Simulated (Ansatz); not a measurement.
# Area resistance of ordered Mo/Ta stacks in Ta(100) and Pd/Au stacks in Au(110) against the number of bilayers: ballistic PBE calculations

Molybdenum and tantalum are body-centred cubic metals with partly filled d bands, Mo having one valence electron more than Ta. Palladium and gold are face-centred cubic; Pd has d states at the Fermi level, whereas in Au the d band is full and lies below it. In both pairs an electron crossing an interface meets a change of band structure and is partly reflected. Models of metallic multilayers, such as those used for magnetoresistive sensors, commonly give each interface a fixed resistance and add these up. That addition is examined here for ideal, ordered stacks with coherent transport. The quantity is the area resistance beyond that of the perfect lead, Ta for Mo/Ta and Au for Pd/Au, as the number of bilayers grows.

## How the numbers were made

Stacks of repeated bilayers (m layers of the film metal, m layers of the lead metal) between perfect leads, current normal to the layers. Leads are perfect crystals at room-temperature lattice constants. The film takes the lead's in-plane lattice, with its layer spacing set to keep its own atomic volume; all atoms sit on ideal sites and are not relaxed. Program: Ansatz 0.2.0, plane waves with PAW potentials of the set soft_1 (made for PBE), PBE, wave cutoff 420 eV, Fermi-Dirac smearing of 0.1 eV. No spin polarisation and no spin-orbit coupling. Transport is ballistic and coherent at zero bias (Landauer, wave matching layer by layer), averaged over a mesh of wavevectors across the current and over the Fermi window at 300 K; no phonons or disorder. Selection: Runs whose potential in the leads had a step over 25 meV, or whose mesh the program flagged as unconverged, are left out. Runs with an error estimate over 20 per cent are left out.

Notes on method and selection:

- Interfaces are ideal and ordered, so the wavevector along the interface is conserved; real interfaces are mixed and rough.
- The typed smearing and mesh set the lead's Fermi level, which moves conductances of d metals by some per cent, and most where the lead's density of states is steep.
- Spin-orbit coupling is left out where no row notes it, which matters most for the elements from Hf on.
- A coherent periodic stack forms minibands, so in the long limit its conductance tends to a constant; resistors in series need diffuse scattering.
- Runs in which the search for lower states was switched off are not listed.
- Runs that did not converge, have known faults or may not be shown are not listed, and runs on Ansatz's PAW sets soft_1 and soft_2 are kept to separate tables.

Columns:

- bilayers: number of bilayers.
- error estimate (%): the program's own largest estimate of the error of the conductance (mesh, energy step, lead length).
- area resistance (1e-15 Ω m²): area resistance beyond that of the perfect lead, A (1/G - 1/G_lead), both spins.
- per bilayer (1e-15 Ω m²): area resistance divided by the number of bilayers.
- transmitted share: conductance divided by the Sharvin conductance of the perfect lead.

## Computed values

| member | bilayer, lead and functional | bilayers | error estimate (%) | area resistance (1e-15 Ω m²) | per bilayer (1e-15 Ω m²) | transmitted share |
| --- | --- | --- | --- | --- | --- | --- |
| 1 bilayer | (1 Mo, 1 Ta) in Ta(100), PBE | 1 | 4 | 0.154 | 0.154 | 0.783 |
| 2 bilayers | (1 Mo, 1 Ta) in Ta(100), PBE | 2 | 5 | 0.239 | 0.119 | 0.698 |
| 4 bilayers | (1 Mo, 1 Ta) in Ta(100), PBE | 4 | 5 | 0.301 | 0.075 | 0.648 |
| 6 bilayers | (1 Mo, 1 Ta) in Ta(100), PBE | 6 | 5 | ? | ? | ? |
| 8 bilayers | (1 Mo, 1 Ta) in Ta(100), PBE | 8 | 5 | 0.348 | 0.043 | 0.614 |
| 3 bilayers | (3 Pd, 3 Au) in Au(110), PBE | 3 | 6 | 0.629 | 0.210 | 0.634 |
| 4 bilayers | (3 Pd, 3 Au) in Au(110), PBE | 4 | 7 | 0.670 | 0.167 | 0.620 |
| 5 bilayers | (3 Pd, 3 Au) in Au(110), PBE | 5 | 7 | 0.678 | 0.136 | 0.617 |

Cells marked ? are withheld until the estimate has been made.

## What drives the series

The resistances do not add up. Eight Mo/Ta bilayers in series would give 8 × 0.154 = 1.23, in units of 1e-15 Ω m², but the calculated value is 0.348. The area resistance still rises from row to row, by ever less per added bilayer: 0.239 − 0.154 = 0.085 from one to two, (0.301 − 0.239) / 2 = 0.031 from two to four, and (0.348 − 0.301) / 4 = 0.012 from four to eight.

For Pd/Au, scaling the three-bilayer value in proportion gives 0.629 × 5 / 3 = 1.05 for five bilayers, against 0.678 calculated. The program's error estimates apply to the whole resistance, lead included, which is 0.629 / (1 − 0.634) = 1.72 for three bilayers and 0.678 / (1 − 0.617) = 1.77 for five. The errors are then about 0.10 and 0.12. Even if they acted in opposite directions, they would account for 0.10 × 5 / 3 + 0.12 = 0.29 of the gap of 0.37. The small rises between neighbouring Pd/Au rows, 0.670 − 0.629 = 0.041 and 0.678 − 0.670 = 0.008, are within the error and carry no separate meaning.

The accepted explanation, which the totals in the table do not test by themselves, rests on the conserved wavevector along the interface. States of different wavevector conduct in parallel. Those that meet a gap between the minibands of the stack are largely blocked by the first few bilayers, so further bilayers have little left to remove. Those that fall within a miniband of the periodic stack pass through it at any length, apart from interference ripples. The conductance of a long stack therefore tends to a constant. The Mo/Ta rows approach this behaviour without showing a plateau: the transmitted share falls from 0.783 at one bilayer to 0.648 at four and 0.614 at eight.

Rough or mixed interfaces scatter electrons between channels and refill the blocked ones, which restores addition in series. The resistance per bilayer of these ordered stacks is thus not a transferable interface resistance. Two metal pairs, each with one layer thickness and one orientation, do not show how quickly other stacks level off.

## Prediction

Plain estimates from the members shown:

- 6 bilayers ((1 Mo, 1 Ta) in Ta(100), PBE), straight-line interpolation between 4 bilayers and 8 bilayers: w = (6 − 4) / (8 − 4) = 0.500, so 0.301 + 0.500 × (0.348 − 0.301) = 0.325 1e-15 Ω m²

The straight line between four and eight bilayers gives 0.325 for six. Because the rise slows with length, a smooth curve should lie above that line. A form that allows for the slowing is R(n) = a − b·n^(−p), where n is the number of bilayers and a, b and p are fixed by three rows. It is an empirical description, and p has no physical meaning of its own.

In this form the rise shrinks by the same factor at each doubling of n. This can be tried on the eight-bilayer row. From one, two and four bilayers the factor is 0.062 / 0.085 = 0.729, which predicts 0.301 + 0.729 × 0.062 = 0.346, against 0.348 calculated.

For six bilayers the rows at two, four and eight are used. The factor is 0.047 / 0.062 = 0.758, so p = −ln 0.758 / ln 2 = 0.40. The part of the last rise completed at six bilayers is (1 − (6/4)^(−0.40)) / (1 − (8/4)^(−0.40)) = 0.62. The estimate is 0.301 + 0.62 × 0.047 = 0.330.

The trial missed by 0.002, but a single trial is a thin basis for an error bar, and interference can shift one stack length off a smooth curve. The error is therefore set at 0.005, the distance from the estimate to the straight line. It assumes that mesh errors are largely shared by the Mo/Ta rows, as their smooth course suggests.

**Committed estimate, 6 bilayers ((1 Mo, 1 Ta) in Ta(100), PBE): area resistance = 0.330 ± 0.005 1e-15 Ω m².**

## The answer

| member | bilayer, lead and functional | bilayers | error estimate (%) | area resistance (1e-15 Ω m²) | per bilayer (1e-15 Ω m²) | transmitted share |
| --- | --- | --- | --- | --- | --- | --- |
| 6 bilayers | (1 Mo, 1 Ta) in Ta(100), PBE | 6 | 5 | 0.328 | 0.055 | 0.628 |

| member | estimate | area resistance (1e-15 Ω m²) | computed | estimate − computed | miss in error bars |
| --- | --- | --- | --- | --- | --- |
| 6 bilayers ((1 Mo, 1 Ta) in Ta(100), PBE) | committed | 0.330 | 0.328 | +0.002 | 0.4 |
| 6 bilayers ((1 Mo, 1 Ta) in Ta(100), PBE) | interpolation | 0.325 | 0.328 | −0.004 |  |

area resistance (1e-15 Ω m²) against bilayers:

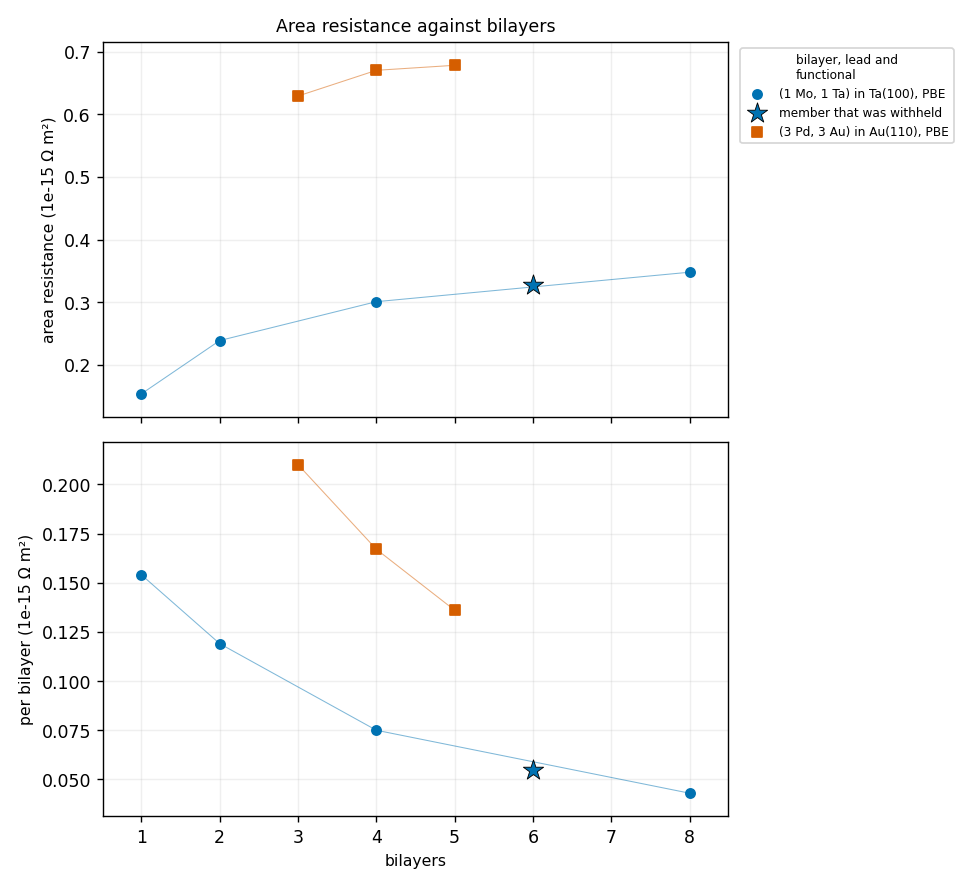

The estimate of 0.330 lies inside its error bar: the calculated value is 0.328, in units of 1e-15 Ω m², a miss of 0.4 error bars. It did slightly better than the straight line, which fell short by 0.004.

The argument that a slowing rise puts six bilayers above the line was right in sign, though the correction was somewhat too large. The rise is 0.328 − 0.301 = 0.027 from four to six bilayers and 0.348 − 0.328 = 0.020 from six to eight. This fits a picture in which poorly matched channels are blocked early and later bilayers remove less, but it does not fix the resistance of a very long stack.

The small miss shows how smooth the Mo/Ta rows are relative to one another, not how accurate they are. The program's 5 per cent error applies to the whole resistance, 0.328 / (1 − 0.628) = 0.88, and amounts to about 0.04.

## Where the trend breaks

No Mo/Ta row departs from the smooth course. The Pd/Au stacks lie far higher in area resistance, with a ratio of 0.670 / 0.301 = 2.23 at four bilayers. Most of this comes from the leads and not from stronger reflection.

The resistance of the perfect lead follows from the columns as R·T / (1 − T), where R is the area resistance and T the transmitted share. It is 0.670 × 0.620 / (1 − 0.620) = 1.09 for Au(110) and 0.301 × 0.648 / (1 − 0.648) = 0.55 for Ta(100), in units of 1e-15 Ω m². The Au lead has about half as many open channels per area, so the same fractional loss costs about twice the area resistance.

The transmitted shares themselves, 0.620 and 0.648, differ by less than their error estimates of 7 and 5 per cent. The two pairs also differ in layer thickness and orientation, so these rows do not rank their interfaces.

## What to take away

For ideal Mo/Ta stacks of one to eight bilayers, the area resistance grows much more slowly than the number of bilayers. At six bilayers, straight-line interpolation between four and eight reproduces the calculation at the same settings to about 0.004, in units of 1e-15 Ω m². Pd/Au has rows only from three to five bilayers, so its early rise is not shown.

For a contact of 100 nm × 100 nm, eight Mo/Ta bilayers add 0.348 × 1e-15 / 1e-14 = 0.035 Ω to the lead, with an error of about 0.005 Ω. Adding single-bilayer values would give 8 × 0.154 × 1e-15 / 1e-14 = 0.123 Ω.

Two omitted effects could raise the resistance considerably. Interface disorder that fully restored series addition, with the single-bilayer value unchanged, would multiply the eight-bilayer result by 8 × 0.154 / 0.348 = 3.5. Phonon scattering at room temperature, with a rough transition-metal resistivity of 1e-7 Ω m and a stack of sixteen atomic layers roughly 2.5 nm thick, would add about 1e-7 × 2.5e-9 = 2.5e-16 Ω m², which is more than half of the calculated value.
